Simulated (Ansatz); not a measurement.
**Geometry relaxation, with input and output: Cu (part 2 of 2)**

The same run, continued: Cu (defect cell, 26 atoms in the cell); DFT, PBE, plane waves, PAW, no spin polarisation (Ansatz 0.2.0); cutoff 420 eV, 1×1×1 k-mesh, Gaussian smearing of 0.1 eV. The structure derives from a Materials Project entry. It belongs to a series of runs on one base structure; here: Cu vacancy (site a), charge +0, atoms relaxed at the host's cell. The settings are looser than a standard set-up, so the numbers are not reference values.

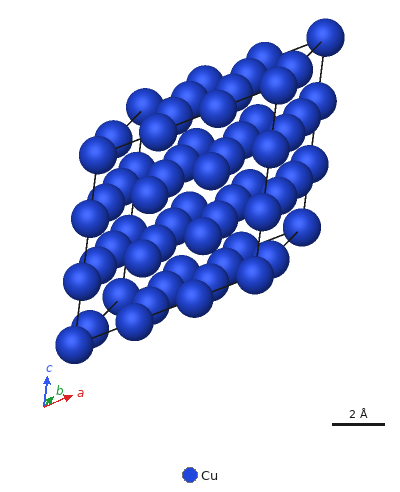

**Figure 1.** The geometry at step 3 of the log (spheres-only view of the cell of the calculation, seen slightly off an axis).

Output, continued
```
  k-point 0: bands = ["-96.8339", "-96.8272", "-96.8272", "-96.8272", "-96.8249", "-96.8249", "-96.8243", "-96.8240", "-96.8240", "-96.8240", ... 87 levels left out ..., "-54.1516", "-54.1473", "-54.1473", "-54.1473", "-54.1452", "-54.1452", "-54.1452", "6.5958", "9.7475", "9.8265", "9.8265", "9.8265", "9.8915", "9.8915", "9.8915", "10.3150", "10.5733", "10.5733", "10.5733", "10.5997", "10.5997", "11.1902", "11.6703", "11.6703", "11.7029", "11.7029", "11.7029", "11.7327", "11.7327",
      "11.7442", "11.7442", "11.7442", "11.7567", "11.7767", "11.7767", "11.7767", "11.8745", "11.8745", "11.8745", "11.8965", "11.8965", "11.8965", "11.9908", "12.0100", "12.0100", "12.0100", "12.0230", "12.0459", "12.0459", "12.0459", "12.2459", "12.2459", "12.5837", "12.5837", "12.6047", "12.6047", "12.6047", "12.6462", "12.6922", "12.6922", "12.6922", "12.7019", "12.7019", "12.7019", "12.7485", "12.7485", "12.7485", "12.8169", "12.8169",
      "12.8169", "12.8264", "12.8264", "12.8264", "12.8356", "12.8356", "12.8465", "12.8465", "12.8465", "12.8467", "12.8476", "12.8476", "12.8476", "12.9662", "12.9662", "12.9662", "12.9798", "13.0290", "13.0290", "13.3342", "13.3342", "13.3342", "13.4556", "13.5041", "13.5041", "13.5041", "13.5100", "13.5100", "13.5100", "13.5192", "13.5192", "13.5245", "13.5245", "13.5245", "13.6182", "13.6182", "13.7711", "13.7711", "13.7711", "13.7843",
      "13.7843", "13.7843", "13.8178", "13.8178", "13.8272", "13.8272", "13.8272", "13.8605", "13.8605", "13.8605", "13.8635", "13.8635", "13.8635", "13.8721", "13.8721", "13.8721", "13.8749", "13.8749", "13.8749", "13.8835", "13.8835", "13.9127", "13.9143", "13.9143", "13.9143", "13.9324", "13.9324", "13.9324", "13.9343", "13.9343", "13.9343", "13.9459", "13.9459", "13.9586", "13.9586", "13.9732", "13.9877", "13.9877", "13.9877", "13.9940",
      "13.9940", "13.9940", "14.1587", "18.9036", "18.9036", "18.9036", "18.9200", "18.9200", "18.9573", "18.9573", "18.9573", "19.2427", "19.2427", "19.2427", "19.5582", "21.5418", "21.5418", "21.5418", "21.5697", "21.5697", "21.5767", "21.5767", "21.5767", "21.6443", "22.3829", "22.3829", "22.3829", "24.0774", "24.0774", "24.0774", "24.1266", "24.1266", "24.1443", "24.1443", "24.1443", "24.2100", "24.2100", "24.2100", "24.3011", "24.3011",
      "24.3011", "24.3436", "24.3539", "24.6774", "24.6774", "24.6774", "25.4585", "29.3120", "29.3120", "29.3522", "29.4632"]
--- Relaxed structure (4 steps of the walk, 4 accepted, 0 SCFs on fresh bases) ---
  F+E_penalty+E_count = -172260.57910890 eV   max|allowed force component| = 1.107e-2 eV/Å
  atoms:
    - { symbol: Cu, position: [-4.9016534912206576e-20, 0.3314515656888805, -4.9016534912206576e-20] }
    - { symbol: Cu, position: [5.940368233634386e-20, 0.00188176764445285, -1.5743675216075704e-19] }
    - { symbol: Cu, position: [-2.7755575615628914e-17, 0.6666666666666667, 0.3352151009777862] }
    - { symbol: Cu, position: [-5.551115123125783e-17, 0.33145156568888057, 0.3352151009777862] }
    - { symbol: Cu, position: [-0.0015354672815987014, 0.0005118224271996041, 0.3338451557605329] }
    - { symbol: Cu, position: [0.0, 0.6666666666666667, 0.6647848990222138] }
    - { symbol: Cu, position: [0.0015354672815987014, 0.33282151090613377, 0.666154844239467] }
    - { symbol: Cu, position: [-5.551115123125783e-17, 0.0018817676444528586, 0.6647848990222138] }
    - { symbol: Cu, position: [0.3352151009777862, 0.6666666666666667, -2.7755575615628914e-17] }
    - { symbol: Cu, position: [0.3352151009777862, 0.33145156568888057, -5.551115123125783e-17] }
    - { symbol: Cu, position: [0.3338451557605329, 0.0005118224271996041, -0.0015354672815987014] }
    - { symbol: Cu, position: [0.3338451557605329, 0.6651311993850679, 0.3338451557605329] }
    - { symbol: Cu, position: [0.32900024846242515, 0.3376664182042416, 0.32900024846242515] }
    - { symbol: Cu, position: [0.3338451557605329, 0.0005118224271996041, 0.3338451557605329] }
    - { symbol: Cu, position: [0.3352151009777861, 0.6666666666666667, 0.6647848990222138] }
    - { symbol: Cu, position: [0.3290002484624251, 0.33766641820424165, 0.6709997515375747] }
    - { symbol: Cu, position: [0.3290002484624252, 0.9956669151290918, 0.6709997515375747] }
    - { symbol: Cu, position: [0.6647848990222138, 0.6666666666666667, 0.0] }
    - { symbol: Cu, position: [0.666154844239467, 0.33282151090613377, 0.0015354672815987014] }
    - { symbol: Cu, position: [0.6647848990222138, 0.0018817676444528586, -5.551115123125783e-17] }
    - { symbol: Cu, position: [0.6647848990222138, 0.6666666666666667, 0.3352151009777861] }
    - { symbol: Cu, position: [0.6709997515375747, 0.33766641820424165, 0.3290002484624251] }
    - { symbol: Cu, position: [0.6709997515375747, 0.9956669151290918, 0.3290002484624252] }
    - { symbol: Cu, position: [0.666154844239467, 0.6682021339482654, 0.666154844239467] }
    - { symbol: Cu, position: [0.666154844239467, 0.33282151090613377, 0.666154844239467] }
    - { symbol: Cu, position: [0.6709997515375749, -0.0043330848709081105, 0.6709997515375749] }
```

Trajectory as extended XYZ (Å, eV, eV/Å), 4 frames, from step=1 to step=4
```
26
Lattice="-5.4447 0.0000 5.4447 -5.4447 -5.4447 0.0000 0.0000 -5.4447 5.4447" Properties=species:S:1:pos:R:3:forces:R:3 step=1 energy=-172260.52989
Cu   -1.8149   -1.8149    0.0000    0.0220   0.0220   0.0000
Cu    0.0000    0.0000    0.0000   -0.0220  -0.0220   0.0000
Cu   -3.6298   -5.4447    1.8149    0.0000  -0.0220   0.0220
Cu   -1.8149   -3.6298    1.8149    0.0220   0.0000   0.0220
Cu    0.0000   -1.8149    1.8149    0.0192  -0.0192  -0.0192
Cu   -3.6298   -7.2596    3.6298    0.0000   0.0220  -0.0220
Cu   -1.8149   -5.4447    3.6298   -0.0192   0.0192   0.0192
Cu    0.0000   -3.6298    3.6298   -0.0220   0.0000  -0.0220
Cu   -5.4447   -3.6298    1.8149   -0.0220   0.0000   0.0220
Cu   -3.6298   -1.8149    1.8149    0.0000   0.0220   0.0220
Cu   -1.8149    0.0000    1.8149   -0.0192   0.0192  -0.0192
Cu   -5.4447   -5.4447    3.6298    0.0192   0.0192   0.0192
Cu   -3.6298   -3.6298    3.6298    0.0000   0.0000  -0.3190
Cu   -1.8149   -1.8149    3.6298   -0.0192  -0.0192   0.0192
Cu   -5.4447   -7.2596    5.4447   -0.0220   0.0220   0.0000
Cu   -3.6298   -5.4447    5.4447    0.0000  -0.3190   0.0000
Cu   -7.2596   -9.0745    5.4447    0.3190   0.0000   0.0000
Cu   -7.2596   -3.6298    3.6298    0.0220   0.0000  -0.0220
Cu   -5.4447   -1.8149    3.6298    0.0192  -0.0192   0.0192
Cu   -3.6298    0.0000    3.6298    0.0000  -0.0220  -0.0220
Cu   -7.2596   -5.4447    5.4447    0.0220  -0.0220   0.0000
Cu   -5.4447   -3.6298    5.4447   -0.3190   0.0000   0.0000
Cu   -9.0745   -7.2596    5.4447    0.0000   0.3190   0.0000
Cu   -7.2596   -7.2596    7.2596   -0.0192  -0.0192  -0.0192
Cu   -5.4447   -5.4447    7.2596    0.0192   0.0192  -0.0192
Cu   -3.6298   -3.6298    7.2596    0.0000   0.0000   0.3190
26
Lattice="-5.4447 0.0000 5.4447 -5.4447 -5.4447 0.0000 0.0000 -5.4447 5.4447" Properties=species:S:1:pos:R:3:forces:R:3 step=2 energy=-172260.54902
Cu   -1.8142   -1.8142    0.0000    0.0287   0.0287   0.0000
Cu   -0.0007   -0.0007    0.0000   -0.0287  -0.0287   0.0000
Cu   -3.6298   -5.4454    1.8156    0.0000  -0.0287   0.0287
Cu   -1.8142   -3.6298    1.8156    0.0287   0.0000   0.0287
Cu    0.0005   -1.8154    1.8144    0.0214  -0.0214  -0.0214
Cu   -3.6298   -7.2589    3.6291    0.0000   0.0287  -0.0287
Cu   -1.8154   -5.4442    3.6303   -0.0214   0.0214   0.0214
Cu   -0.0007   -3.6298    3.6291   -0.0287   0.0000  -0.0287
Cu   -5.4454   -3.6298    1.8156   -0.0287   0.0000   0.0287
Cu   -3.6298   -1.8142    1.8156    0.0000   0.0287   0.0287
Cu   -1.8154    0.0005    1.8144   -0.0214   0.0214  -0.0214
Cu   -5.4442   -5.4442    3.6303    0.0214   0.0214   0.0214
Cu   -3.6298   -3.6298    3.6187    0.0000   0.0000  -0.2339
Cu   -1.8154   -1.8154    3.6303   -0.0214  -0.0214   0.0214
Cu   -5.4454   -7.2589    5.4447   -0.0287   0.0287   0.0000
Cu   -3.6298   -5.4558    5.4447    0.0000  -0.2339   0.0000
Cu   -7.2485   -9.0745    5.4447    0.2339   0.0000   0.0000
Cu   -7.2589   -3.6298    3.6291    0.0287   0.0000  -0.0287
Cu   -5.4442   -1.8154    3.6303    0.0214  -0.0214   0.0214
Cu   -3.6298   -0.0007    3.6291    0.0000  -0.0287  -0.0287
Cu   -7.2589   -5.4454    5.4447    0.0287  -0.0287   0.0000
Cu   -5.4558   -3.6298    5.4447   -0.2339   0.0000   0.0000
Cu   -9.0745   -7.2485    5.4447    0.0000   0.2339   0.0000
Cu   -7.2601   -7.2601    7.2591   -0.0214  -0.0214  -0.0214
Cu   -5.4442   -5.4442    7.2591    0.0214   0.0214  -0.0214
Cu   -3.6298   -3.6298    7.2707    0.0000   0.0000   0.2339
26
Lattice="-5.4447 0.0000 5.4447 -5.4447 -5.4447 0.0000 0.0000 -5.4447 5.4447" Properties=species:S:1:pos:R:3:forces:R:3 step=3 energy=-172260.57911
Cu   -1.8047   -1.8047    0.0000    0.0063   0.0063   0.0000
Cu   -0.0102   -0.0102    0.0000   -0.0063  -0.0063   0.0000
Cu   -3.6298   -5.4550    1.8251    0.0000  -0.0063   0.0063
Cu   -1.8047   -3.6298    1.8251    0.0063   0.0000   0.0063
Cu    0.0056   -1.8205    1.8093   -0.0048   0.0048   0.0048
Cu   -3.6298   -7.2494    3.6196    0.0000   0.0063  -0.0063
Cu   -1.8205   -5.4391    3.6354    0.0048  -0.0048  -0.0048
Cu   -0.0102   -3.6298    3.6196   -0.0063   0.0000  -0.0063
Cu   -5.4550   -3.6298    1.8251   -0.0063   0.0000   0.0063
Cu   -3.6298   -1.8047    1.8251    0.0000   0.0063   0.0063
Cu   -1.8205    0.0056    1.8093    0.0048  -0.0048   0.0048
Cu   -5.4391   -5.4391    3.6354   -0.0048  -0.0048  -0.0048
Cu   -3.6298   -3.6298    3.5826    0.0000   0.0000   0.0110
Cu   -1.8205   -1.8205    3.6354    0.0048   0.0048  -0.0048
Cu   -5.4550   -7.2494    5.4447   -0.0063   0.0063   0.0000
Cu   -3.6298   -5.4919    5.4447    0.0000   0.0110   0.0000
Cu   -7.2124   -9.0745    5.4447   -0.0110   0.0000   0.0000
Cu   -7.2494   -3.6298    3.6196    0.0063   0.0000  -0.0063
Cu   -5.4391   -1.8205    3.6354   -0.0048   0.0048  -0.0048
Cu   -3.6298   -0.0102    3.6196    0.0000  -0.0063  -0.0063
Cu   -7.2494   -5.4550    5.4447    0.0063  -0.0063   0.0000
Cu   -5.4919   -3.6298    5.4447    0.0110   0.0000   0.0000
Cu   -9.0745   -7.2124    5.4447    0.0000  -0.0110   0.0000
Cu   -7.2652   -7.2652    7.2540    0.0048   0.0048   0.0048
Cu   -5.4391   -5.4391    7.2540   -0.0048  -0.0048   0.0048
Cu   -3.6298   -3.6298    7.3068    0.0000   0.0000  -0.0110
26
Lattice="-5.4447 0.0000 5.4447 -5.4447 -5.4447 0.0000 0.0000 -5.4447 5.4447" Properties=species:S:1:pos:R:3:forces:R:3 step=4 energy=-172260.57911
Cu   -1.8047   -1.8047    0.0000    0.0063   0.0063   0.0000
Cu   -0.0102   -0.0102    0.0000   -0.0063  -0.0063   0.0000
Cu   -3.6298   -5.4550    1.8251    0.0000  -0.0063   0.0063
Cu   -1.8047   -3.6298    1.8251    0.0063   0.0000   0.0063
Cu    0.0056   -1.8205    1.8093   -0.0048   0.0048   0.0048
Cu   -3.6298   -7.2494    3.6196    0.0000   0.0063  -0.0063
Cu   -1.8205   -5.4391    3.6354    0.0048  -0.0048  -0.0048
Cu   -0.0102   -3.6298    3.6196   -0.0063   0.0000  -0.0063
Cu   -5.4550   -3.6298    1.8251   -0.0063   0.0000   0.0063
Cu   -3.6298   -1.8047    1.8251    0.0000   0.0063   0.0063
Cu   -1.8205    0.0056    1.8093    0.0048  -0.0048   0.0048
Cu   -5.4391   -5.4391    3.6354   -0.0048  -0.0048  -0.0048
Cu   -3.6298   -3.6298    3.5826    0.0000   0.0000   0.0111
Cu   -1.8205   -1.8205    3.6354    0.0048   0.0048  -0.0048
Cu   -5.4550   -7.2494    5.4447   -0.0063   0.0063   0.0000
Cu   -3.6298   -5.4919    5.4447    0.0000   0.0111   0.0000
Cu   -7.2124   -9.0745    5.4447   -0.0111   0.0000   0.0000
Cu   -7.2494   -3.6298    3.6196    0.0063   0.0000  -0.0063
Cu   -5.4391   -1.8205    3.6354   -0.0048   0.0048  -0.0048
Cu   -3.6298   -0.0102    3.6196    0.0000  -0.0063  -0.0063
Cu   -7.2494   -5.4550    5.4447    0.0063  -0.0063   0.0000
Cu   -5.4919   -3.6298    5.4447    0.0111   0.0000   0.0000
Cu   -9.0745   -7.2124    5.4447    0.0000  -0.0111   0.0000
Cu   -7.2652   -7.2652    7.2540    0.0048   0.0048   0.0048
Cu   -5.4391   -5.4391    7.2540   -0.0048  -0.0048   0.0048
Cu   -3.6298   -3.6298    7.3068    0.0000   0.0000  -0.0111
```

The run was set up as follows.

Input
```yaml
crystal:
  lattice:
    - [-5.4447042257, 0.0, 5.4447042257]
    - [-5.4447042257, -5.4447042257, 0.0]
    - [0.0, -5.4447042257, 5.4447042257]
  atoms:
    - { symbol: Cu, position: [0.0, 0.3333333333, 0.0] }
    - { symbol: Cu, position: [0.0, 0.0, 0.0] }
    - { symbol: Cu, position: [0.0, 0.6666666667, 0.3333333333] }
    - { symbol: Cu, position: [0.0, 0.3333333333, 0.3333333333] }
    - { symbol: Cu, position: [0.0, 0.0, 0.3333333333] }
    - { symbol: Cu, position: [0.0, 0.6666666667, 0.6666666667] }
    - { symbol: Cu, position: [0.0, 0.3333333333, 0.6666666667] }
    - { symbol: Cu, position: [0.0, 0.0, 0.6666666667] }
    - { symbol: Cu, position: [0.3333333333, 0.6666666667, 0.0] }
    - { symbol: Cu, position: [0.3333333333, 0.3333333333, 0.0] }
    - { symbol: Cu, position: [0.3333333333, 0.0, 0.0] }
    - { symbol: Cu, position: [0.3333333333, 0.6666666667, 0.3333333333] }
    - { symbol: Cu, position: [0.3333333333, 0.3333333333, 0.3333333333] }
    - { symbol: Cu, position: [0.3333333333, 0.0, 0.3333333333] }
    - { symbol: Cu, position: [0.3333333333, 0.6666666667, 0.6666666667] }
    - { symbol: Cu, position: [0.3333333333, 0.3333333333, 0.6666666667] }
    - { symbol: Cu, position: [0.3333333333, 1.0, 0.6666666667] }
    - { symbol: Cu, position: [0.6666666667, 0.6666666667, 0.0] }
    - { symbol: Cu, position: [0.6666666667, 0.3333333333, 0.0] }
    - { symbol: Cu, position: [0.6666666667, 0.0, 0.0] }
    - { symbol: Cu, position: [0.6666666667, 0.6666666667, 0.3333333333] }
    - { symbol: Cu, position: [0.6666666667, 0.3333333333, 0.3333333333] }
    - { symbol: Cu, position: [0.6666666667, 1.0, 0.3333333333] }
    - { symbol: Cu, position: [0.6666666667, 0.6666666667, 0.6666666667] }
    - { symbol: Cu, position: [0.6666666667, 0.3333333333, 0.6666666667] }
    - { symbol: Cu, position: [0.6666666667, 0.0, 0.6666666667] }
basis:
  ecutwfc: 420
  xc_grid: 2
kpoints:
  mp_grid: { grid: [1, 1, 1], shift: [0.0, 0.0, 0.0] }
hamiltonian:
  xc: pbe
scf:
  occupations: { method: gaussian, width: 0.1 }
output:
  forces: true
  stress: false
  eigenvalues: true
relax:
  adjacent_minimum: "off"
  f_tol: 0.025
  max_steps: 45
```

Launched with:
```bash
ansatz run input.yaml --threads 4 --pin off --max-ram 8192MiB --backend cpu --events-out ev --progress --plain --runs-dir out
```

Key numbers

| quantity | value |
| --- | --- |
| outcome | converged |
| electrons treated | 494 |
| free energy | −172260.5791 eV |
| Fermi energy | 14.076 eV |
| gap on the k-point mesh | none (metallic) |
| final volume | 322.81 Å³ |
| largest force (length of the vector) at the end | 0.011 eV/Å |
| hardware | 4 threads of Intel Xeon @ 2.70GHz, 189 GiB of memory available, shared host |
| wall time | 15 s (CPU time 46 s) |
| peak memory | 0.66 GiB |

Settings chosen away from the usual ones: Cu vacancy (site a), charge +0, atoms relaxed at the host's cell. These settings are looser than, or depart from, a standard set-up, so the numbers are not reference values for this system. The k-point mesh is coarse (a preliminary or cheap run), so energies and forces are approximate.
